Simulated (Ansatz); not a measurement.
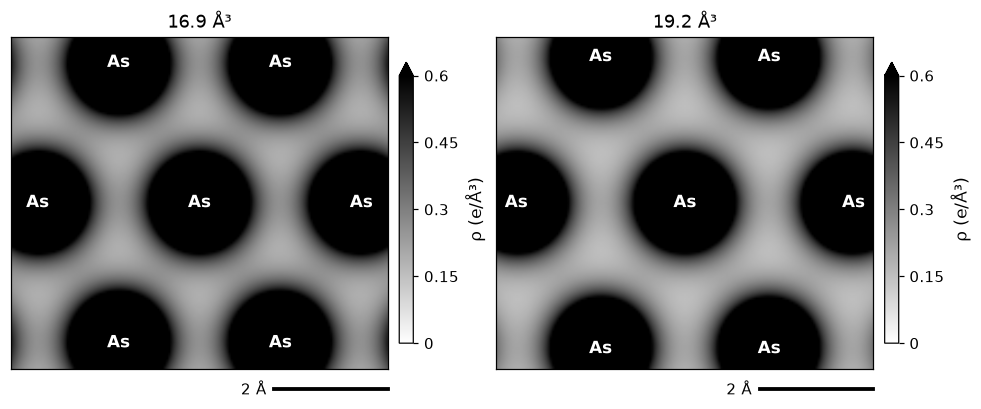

As. The valence pseudo-density of cells scaled evenly to different volumes (given per atom above each panel), on the (001) plane of each (indices in the axes of the cell below), at one length scale and on one colour scale.

A generated structure, not necessarily the stable one.

The calculation used Ansatz 0.2.0, DFT, PBEsol, plane waves (420 eV) with PAW, scalar-relativistic.

In a PAW calculation such maps are meaningful between the atoms, not at the nuclei.

The largest cell:

```cif
data_structure
_symmetry_space_group_name_H-M 'P 1'
_symmetry_Int_Tables_number 1
_cell_length_a 2.9720
_cell_length_b 2.9720
_cell_length_c 10.0174
_cell_angle_alpha 90.000
_cell_angle_beta 90.000
_cell_angle_gamma 120.000
_cell_volume 76.63
loop_
_atom_site_label
_atom_site_type_symbol
_atom_site_fract_x
_atom_site_fract_y
_atom_site_fract_z
_atom_site_occupancy
As1 As 0.00000 0.00000 0.00000 1
As2 As 0.00000 0.00000 0.50000 1
As3 As 0.33333 0.66667 0.25000 1
As4 As 0.66667 0.33333 0.75000 1
```

| volume (Å³/atom) | As–As contact in the plane (Å) | ρ at its midpoint (e/Å³) | pressure (GPa) | 
| --- | --- | --- | --- |
| 16.95 | 2.853 | 0.259 | 9.0 | 
| 18.42 | 2.933 | ? | ? | 
| 19.16 | 2.972 | 0.214 | −3.5 | 

Question: Estimate the missing row, and compare with the calculation.

Answer: Over the known rows ln ρ falls by 1.60 per Å of As–As distance (the line through the two), which gives 0.228 e/Å³ at 2.933 Å; the calculation gives 0.227 e/Å³. For the pressure, a straight line in volume between the neighbouring rows gives 0.7 GPa; the calculation gives −0.2, lower because pressure rises ever faster on compression.
